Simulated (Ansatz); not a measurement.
Run report: Pt, geometry relaxation (part 1 of 3)

The run: geometry relaxation of Pt (defect cell, 26 atoms in the cell). Method and program: DFT PBE, scalar-relativistic, plane waves, PAW, no spin polarisation (Ansatz 0.2.0).

The structure derives from a Materials Project entry. It belongs to a series of runs on one base structure; here: Pt vacancy (site a), charge +0, atoms relaxed at the host's cell. Figures and captions count atoms from 1; the log counts them from 0 in places.

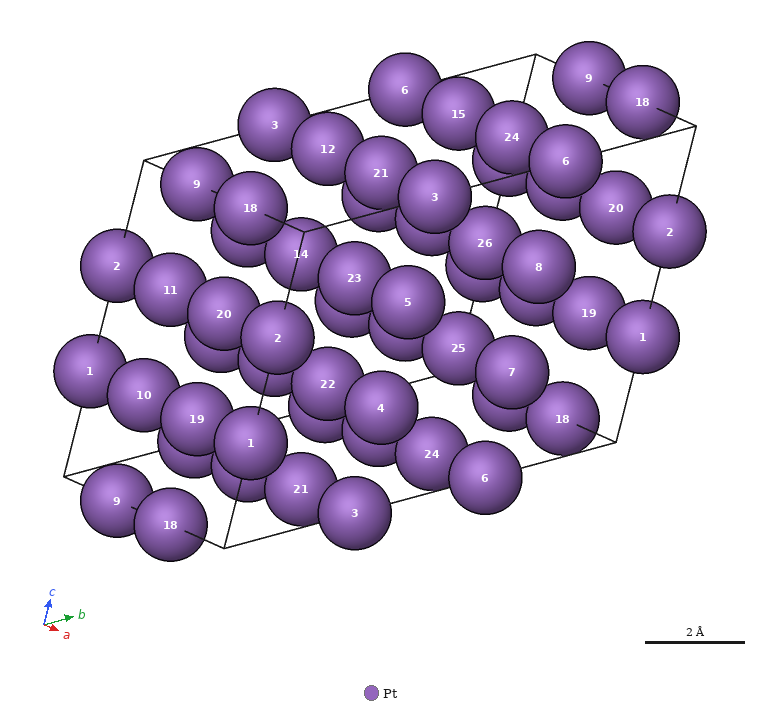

Figure 1. The input geometry (spheres-only view of the cell of the calculation, seen slightly off an axis; atoms are numbered from 1 in the order of the input).

The input:
```yaml
crystal:
  lattice:
    - [0.0, 5.9553460791, 5.9553460791]
    - [5.9553460791, 0.0, 5.9553460791]
    - [5.9553460791, 5.9553460791, 0.0]
  atoms:
    - { symbol: Pt, position: [0.0, 0.0, 0.3333333333] }
    - { symbol: Pt, position: [0.0, 0.0, 0.6666666667] }
    - { symbol: Pt, position: [0.0, 0.3333333333, 0.0] }
    - { symbol: Pt, position: [0.0, 0.3333333333, 0.3333333333] }
    - { symbol: Pt, position: [0.0, 0.3333333333, 0.6666666667] }
    - { symbol: Pt, position: [0.0, 0.6666666667, 0.0] }
    - { symbol: Pt, position: [0.0, 0.6666666667, 0.3333333333] }
    - { symbol: Pt, position: [0.0, 0.6666666667, 0.6666666667] }
    - { symbol: Pt, position: [0.3333333333, 0.0, 0.0] }
    - { symbol: Pt, position: [0.3333333333, 0.0, 0.3333333333] }
    - { symbol: Pt, position: [0.3333333333, 0.0, 0.6666666667] }
    - { symbol: Pt, position: [0.3333333333, 0.3333333333, 0.0] }
    - { symbol: Pt, position: [0.3333333333, 0.3333333333, 0.3333333333] }
    - { symbol: Pt, position: [0.3333333333, 0.3333333333, 0.6666666667] }
    - { symbol: Pt, position: [0.3333333333, 0.6666666667, 0.0] }
    - { symbol: Pt, position: [0.3333333333, 0.6666666667, 0.3333333333] }
    - { symbol: Pt, position: [0.3333333333, 0.6666666667, 0.6666666667] }
    - { symbol: Pt, position: [0.6666666667, 0.0, 0.0] }
    - { symbol: Pt, position: [0.6666666667, 0.0, 0.3333333333] }
    - { symbol: Pt, position: [0.6666666667, 0.0, 0.6666666667] }
    - { symbol: Pt, position: [0.6666666667, 0.3333333333, 0.0] }
    - { symbol: Pt, position: [0.6666666667, 0.3333333333, 0.3333333333] }
    - { symbol: Pt, position: [0.6666666667, 0.3333333333, 0.6666666667] }
    - { symbol: Pt, position: [0.6666666667, 0.6666666667, 0.0] }
    - { symbol: Pt, position: [0.6666666667, 0.6666666667, 0.3333333333] }
    - { symbol: Pt, position: [0.6666666667, 0.6666666667, 0.6666666667] }
basis:
  ecutwfc: 420
  xc_grid: 2
kpoints:
  mp_grid: { grid: [4, 4, 4], shift: [0.0, 0.0, 0.0] }
hamiltonian:
  xc: pbe
scf:
  occupations: { method: gaussian, width: 0.1 }
output:
  forces: true
  stress: false
  eigenvalues: true
  write_density: true
  write_potential: true
  elf: true
  volumetric_format: npy
relax:
  adjacent_minimum: "off"
  f_tol: 0.025
  max_steps: 45
```

Machine: 4 threads of AMD EPYC (Zen 3), 189 GiB of memory available, shared host.

Launched with:
```bash
ansatz run input.yaml --threads 4 --pin off --max-ram 8192MiB --backend cpu --events-out ev --progress --plain --runs-dir out
```

What the program printed:
```
Engine: ansatz 0.2.0, x86_64-unknown-linux-gnu
Pseudopotentials: kind: paw
Pseudopotential: Pt, paw, valence charge 18, recommended cutoff 420 eV (normal), Pt.paw.azcp
Functional definition: PBE
  parameter kappa = 0.804
  parameter beta = 0.06672455060314922
  exchange = pbe_x(kappa = kappa, mu = beta*pi^2/3)
  correlation = pbe_c(beta = beta)
Crystal: 26 atoms, lattice volume = 422.426 Å³
Basis set: ecut = 420 eV, 8363 PW (Γ), exchange–correlation on 120×120×120 points (8 copies of the dense FFT grid, shifted against one another)
Bands: 281, of which v1, the nominal top of the filled ones, is band 234 counted from 1 (233 counted from 0)
Symmetry: 48 space group operations
Space group: Fm-3m (ITA 225), of the structure as read, at distance tolerance 7.5e-5 Å
k-points: 8 of 64
Non-local potential: Pt, projectors of the file, l = 0: 3, l = 1: 2, l = 2: 2, l = 3: 1
PAW form: soft (Blöchl's): semilocal exchange-correlation on the pseudo side does not see the compensation charge
PAW one-centre angular grid: Pt, 590 points (default); XC on 64 Gauss nodes
Initial density: superposition of atomic densities (neutral atoms: chi_scale 0, normalization atom), corrected by the library's trained network
Initial wavefunctions: pseudopotential atomic-orbital guess
Functional: x = pbe(κ = 0.804, μ = 0.2195149727645171), c = pbe(β = 0.06672455060314922)
SCF iter   1: F=—  HF=-325597.602808 eV  |F-HF|=—  |Δ(HF+E_count)|=         —  Δρ=5.08e-3  dr2=6.54e-2  ethr=1.77e-3  ⟨swp⟩=5.2  Hψ=7209  notcnv=0  defer=164
preconditioner: auto → LDOS  [metal: Δε(μ)=0.003 eV  Ē_g=8.056 eV  σ=0.100 eV  W_gap=0.02  n_scr=168 (ndim 8)  ℏωp=29.1 eV  f_vac=0.012  D(μ)=44.82/eV (n_scr^D=608)  β→1.0]
SCF iter   2: F=—  HF=-325597.626631 eV  |F-HF|=—  |Δ(HF+E_count)|=   2.38e-2  Δρ=2.14e-3  dr2=2.21e-2  ethr=1.40e-5  ⟨swp⟩=2.0  Hψ=3647  notcnv=0  defer=169
SCF iter   3: F=—  HF=-325597.621704 eV  |F-HF|=—  |Δ(HF+E_count)|=   4.93e-3  Δρ=7.92e-4  dr2=9.91e-3  ethr=4.73e-6  ⟨swp⟩=2.0  Hψ=3655  notcnv=0  defer=169
SCF iter   4: F=—  HF=-325597.621828 eV  |F-HF|=—  |Δ(HF+E_count)|=   1.25e-4  Δρ=4.90e-4  dr2=2.11e-3  ethr=2.12e-6  ⟨swp⟩=2.0  Hψ=2924  notcnv=0  defer=169
SCF iter   5: F=—  HF=-325597.621605 eV  |F-HF|=—  |Δ(HF+E_count)|=   2.23e-4  Δρ=1.71e-4  dr2=4.21e-4  ethr=4.52e-7  ⟨swp⟩=2.0  Hψ=2247  notcnv=0  defer=169
SCF iter   6: F=—  HF=-325597.621569 eV  |F-HF|=—  |Δ(HF+E_count)|=   3.63e-5  Δρ=5.45e-5  dr2=2.73e-5  ethr=8.99e-8  ⟨swp⟩=2.0  Hψ=2871  notcnv=0  defer=169
SCF iter   7: F=-325597.621568 eV  HF=-325597.621567 eV  |F-HF|=6.85e-7  |Δ(HF+E_count)|=   1.61e-6  Δρ=1.95e-5  dr2=7.12e-7  ethr=3.34e-9  ⟨swp⟩=16.2  Hψ=18587  notcnv=0
SCF 1 converged in 7 iterations: F = -325597.621568 eV  dr2 = 7.12e-7
  greatest PAW one-centre occupation: 1.000 electrons in one spin orbital (limit 2), on the Pt atom at site 22 (counted from 0), in its partial waves of l = 0
relax step   1: F+E_penalty+E_count = -325597.62156793 eV  Δ(F+E_penalty+E_count) = +0.000e0 eV  max|allowed force component| = 5.552e-1 eV/Å  Δτ_max = 0.0000 Å  (7 SCF iters, dr2 threshold 1.56e-5 eV, accepted)
Initial density: handed on by an earlier stage of this run
Initial wavefunctions: those handed on with the density
iter 1 solved again at ethr=1.40e-4 eV; its pass at ethr=3.10e-3 eV (dr2=6.55e-1 eV) is discarded
SCF iter   1: F=—  HF=-325597.706085 eV  |F-HF|=—  |Δ(HF+E_count)|=         —  Δρ=1.52e-2  dr2=6.46e-1  ethr=1.40e-4  ⟨swp⟩=1.0  Hψ=7800  notcnv=0  defer=209
preconditioner: auto → Kerker (q_TF=auto, 2.775 Å⁻¹)  [metal: Δε(μ)=0.028 eV  Ē_g=8.063 eV  σ=0.100 eV  W_gap=0.16  n_scr=168 (ndim 8)  ℏωp=29.1 eV  f_vac=0.006  D(μ)=46.39/eV (n_scr^D=608)]
SCF iter   2: F=—  HF=-325597.674791 eV  |F-HF|=—  |Δ(HF+E_count)|=   3.13e-2  Δρ=8.21e-3  dr2=1.80e-1  ethr=1.38e-4  ⟨swp⟩=1.0  Hψ=1994  notcnv=0  defer=209
SCF iter   3: F=—  HF=-325597.667063 eV  |F-HF|=—  |Δ(HF+E_count)|=   7.73e-3  Δρ=7.23e-4  dr2=1.61e-3  ethr=3.84e-5  ⟨swp⟩=2.0  Hψ=2695  notcnv=0  defer=209
SCF iter   4: F=—  HF=-325597.668787 eV  |F-HF|=—  |Δ(HF+E_count)|=   1.72e-3  Δρ=1.45e-4  dr2=1.56e-4  ethr=3.44e-7  ⟨swp⟩=2.0  Hψ=2992  notcnv=0  defer=210
iter 5 did not close the SCF: its close was put off for the readings that it lacked (scf_convergence_deferred on its scf_iter line)
SCF iter   5: F=-325597.668791 eV  HF=-325597.668794 eV  |F-HF|=2.64e-6  |Δ(HF+E_count)|=   6.88e-6  Δρ=3.73e-5  dr2=9.76e-6  ethr=3.34e-8  ⟨swp⟩=2.0  Hψ=2947  notcnv=0  defer=210
SCF iter   6: F=-325597.668796 eV  HF=-325597.668796 eV  |F-HF|=1.13e-7  |Δ(HF+E_count)|=   1.87e-6  Δρ=8.03e-6  dr2=4.36e-7  ethr=2.09e-9  ⟨swp⟩=13.5  Hψ=17142  notcnv=0
SCF 2 converged in 6 iterations: F = -325597.668796 eV  dr2 = 4.36e-7
  greatest PAW one-centre occupation: 1.000 electrons in one spin orbital (limit 2), on the Pt atom at site 20 (counted from 0), in its partial waves of l = 0
relax step   2: F+E_penalty+E_count = -325597.66879582 eV  Δ(F+E_penalty+E_count) = -4.723e-2 eV  max|allowed force component| = 4.795e-1 eV/Å  Δτ_max = 0.1167 Å  (6 SCF iters, dr2 threshold 1.93e-5 eV, accepted)
SCF iter   1: F=—  HF=-325597.931724 eV  |F-HF|=—  |Δ(HF+E_count)|=         —  Δρ=7.57e-3  dr2=1.78e-1  ethr=3.11e-4  ⟨swp⟩=3.5  Hψ=4585  notcnv=0  defer=257
preconditioner: auto → Kerker (q_TF=auto, 2.775 Å⁻¹)  [metal: Δε(μ)=0.007 eV  Ē_g=8.067 eV  σ=0.100 eV  W_gap=0.04  n_scr=168 (ndim 8)  ℏωp=29.1 eV  f_vac=0.009  D(μ)=46.19/eV (n_scr^D=608)]
SCF iter   2: F=—  HF=-325597.922104 eV  |F-HF|=—  |Δ(HF+E_count)|=   9.62e-3  Δρ=4.05e-3  dr2=5.43e-2  ethr=3.81e-5  ⟨swp⟩=1.1  Hψ=2595  notcnv=0  defer=254
SCF iter   3: F=—  HF=-325597.919362 eV  |F-HF|=—  |Δ(HF+E_count)|=   2.74e-3  Δρ=3.96e-4  dr2=6.87e-4  ethr=1.16e-5  ⟨swp⟩=2.0  Hψ=2851  notcnv=0  defer=254
SCF iter   4: F=—  HF=-325597.920893 eV  |F-HF|=—  |Δ(HF+E_count)|=   1.53e-3  Δρ=9.16e-5  dr2=1.13e-4  ethr=1.47e-7  ⟨swp⟩=2.0  Hψ=2909  notcnv=0  defer=254
iter 5 did not close the SCF: its close was put off for the readings that it lacked (scf_convergence_deferred on its scf_iter line)
SCF iter   5: F=-325597.920883 eV  HF=-325597.920888 eV  |F-HF|=5.45e-6  |Δ(HF+E_count)|=   4.16e-6  Δρ=3.52e-5  dr2=1.06e-5  ethr=2.42e-8  ⟨swp⟩=2.0  Hψ=2619  notcnv=0  defer=254
SCF iter   6: F=-325597.920888 eV  HF=-325597.920889 eV  |F-HF|=3.06e-7  |Δ(HF+E_count)|=   3.03e-7  Δρ=8.07e-6  dr2=9.78e-7  ethr=2.26e-9  ⟨swp⟩=12.9  Hψ=17167  notcnv=0
SCF 3 converged in 6 iterations: F = -325597.920888 eV  dr2 = 9.78e-7
  greatest PAW one-centre occupation: 1.000 electrons in one spin orbital (limit 2), on the Pt atom at site 24 (counted from 0), in its partial waves of l = 0
relax step   3: F+E_penalty+E_count = -325597.92088848 eV  Δ(F+E_penalty+E_count) = -2.521e-1 eV  max|allowed force component| = 3.646e-2 eV/Å  Δτ_max = 0.0537 Å  (6 SCF iters, dr2 threshold 1.44e-5 eV, accepted)
SCF iter   1: F=—  HF=-325597.919629 eV  |F-HF|=—  |Δ(HF+E_count)|=         —  Δρ=2.25e-4  dr2=7.39e-5  ethr=4.47e-7  ⟨swp⟩=2.0  Hψ=3722  notcnv=0  defer=9
preconditioner: auto → Kerker (q_TF=auto, 2.775 Å⁻¹)  [metal: Δε(μ)=0.008 eV  Ē_g=8.070 eV  σ=0.100 eV  W_gap=0.05  n_scr=168 (ndim 8)  ℏωp=29.1 eV  f_vac=0.009  D(μ)=46.21/eV (n_scr^D=608)]
SCF iter   2: F=—  HF=-325597.921198 eV  |F-HF|=—  |Δ(HF+E_count)|=   1.57e-3  Δρ=1.23e-4  dr2=2.30e-5  ethr=1.58e-8  ⟨swp⟩=1.5  Hψ=2657  notcnv=0  defer=10
SCF iter   3: F=—  HF=-325597.921197 eV  |F-HF|=—  |Δ(HF+E_count)|=   5.45e-7  Δρ=8.61e-6  dr2=3.53e-7  ethr=4.92e-9  ⟨swp⟩=2.1  Hψ=3033  notcnv=0  defer=10
iter 4 did not close the SCF: its close was put off for the readings that it lacked (scf_convergence_deferred on its scf_iter line)
SCF iter   4: F=-325597.921197 eV  HF=-325597.921197 eV  |F-HF|=1.50e-8  |Δ(HF+E_count)|=   6.20e-8  Δρ=2.36e-6  dr2=6.65e-8  ethr=7.54e-11  ⟨swp⟩=2.0  Hψ=3011  notcnv=0  defer=10
iter 5 did not close the SCF: its close was put off for the readings that it lacked (scf_convergence_deferred on its scf_iter line)
SCF iter   5: F=-325597.921197 eV  HF=-325597.921197 eV  |F-HF|=5.82e-10  |Δ(HF+E_count)|=   1.93e-8  Δρ=8.36e-7  dr2=1.09e-8  ethr=1.42e-11  ⟨swp⟩=2.0  Hψ=2908  notcnv=0  defer=10
SCF iter   6: F=-325597.921197 eV  HF=-325597.921197 eV  |F-HF|=6.98e-10  |Δ(HF+E_count)|=   4.19e-9  Δρ=4.11e-7  dr2=2.62e-9  ethr=2.33e-12  ⟨swp⟩=9.1  Hψ=13316  notcnv=0
SCF 4 converged in 6 iterations: F = -325597.921197 eV  dr2 = 2.62e-9
relax step   4: F+E_penalty+E_count = -325597.92119725 eV  Δ(F+E_penalty+E_count) = -3.088e-4 eV  max|allowed force component| = 1.536e-3 eV/Å  Δτ_max = 0.0023 Å  (6 SCF iters, accepted)
```

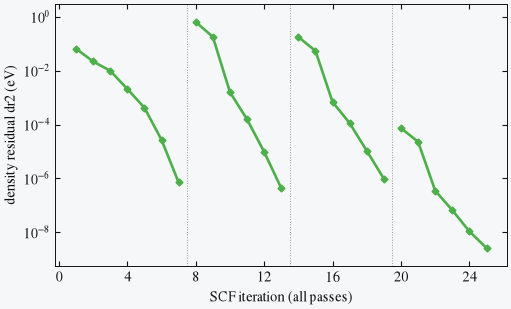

Figure 2. Convergence of the self-consistent field: density residual dr2 against the SCF iteration. The dotted lines part the SCF passes of the relaxation: geometry steps, rejected trials and re-solves on a re-selected basis. The passes take 7, 6, 6 and 6 iterations.

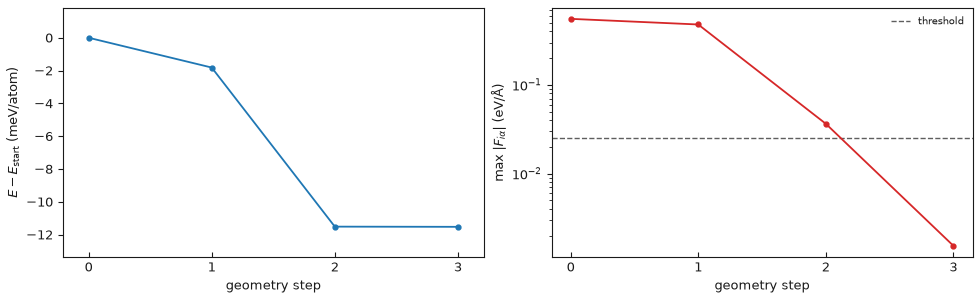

Figure 3. Progress of the relaxation, step by step (the first geometry is step 0 here and step 1 in the log).

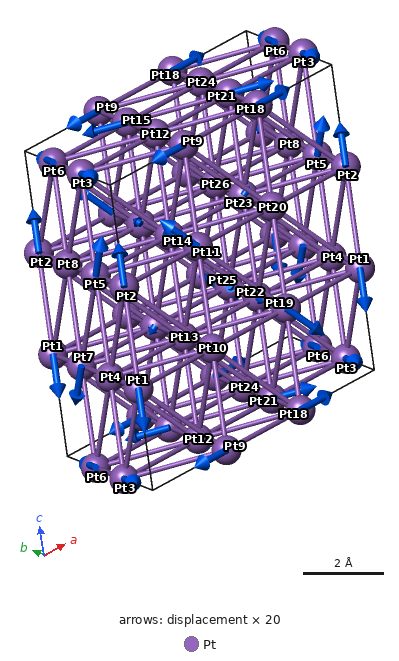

Figure 4. The starting structure with the displacements as blue arrows, magnified 20 times (ball-and-stick view of the cell of the calculation, seen slightly off an axis). After 3 geometry steps the energy has fallen by 11.5 meV per atom. Largest force component: 0.56 eV/Å at the start, 0.0015 eV/Å at the end. The largest moves, 0.062 Å, are those of 12 atoms (Pt1, Pt2, Pt3, Pt5 and others). The lattice vectors keep their values. Among the contacts that change: Pt11–Pt19 2.807 → 2.931 Å, Pt11–Pt15 2.807 → 2.745 Å, Pt10–Pt11 2.807 → 2.839 Å, Pt14–Pt16 2.807 → 2.828 Å. (Atoms are counted from 1 in the order of the input.)

```
SCF converged after 6 iterations
Free energy (F): -325597.921197 eV
Harris-Foulkes:  -325597.921197 eV  (|F-HF|=6.98e-10)
Internal energy: -325597.690158 eV  (E = F + TS)
E sigma→0 (E₀):  -325597.805677 eV
Entropy (-TS):   -0.231040 eV (-8.886 meV/atom)
Fermi energy:    21.220223 eV
--- Per-component energies (eV) ---
  E_band       = -4246.786503
  E_kinetic    = 16547.846434
  E_local      = -41793.479991  (includes V_loc(G=0)·N_el)
  E_nonlocal   = 5194.999771
  E_hartree    = 15578.727458
  E_xc         = -6794.830105
  E_vxc        = -7858.217421  (∫ρ·V_xc dr)
  E_paw        = -245800.717247  (= ΣΔE_a)
  E_vpaw       = -7495.398342  (= ΣTr[D̂ρ^β])
  E_aug_tail   = 0.005253  (compensation charges beyond the density's cutoff)
  E_ewald      = -68530.241731
  E_smearing   = -0.231040  (= −TS)
  E_closure    = -0.000000  (closes the sum)
  Σ components = -325597.921197   (vs F -325597.921197, Δ=0.00e0)
```
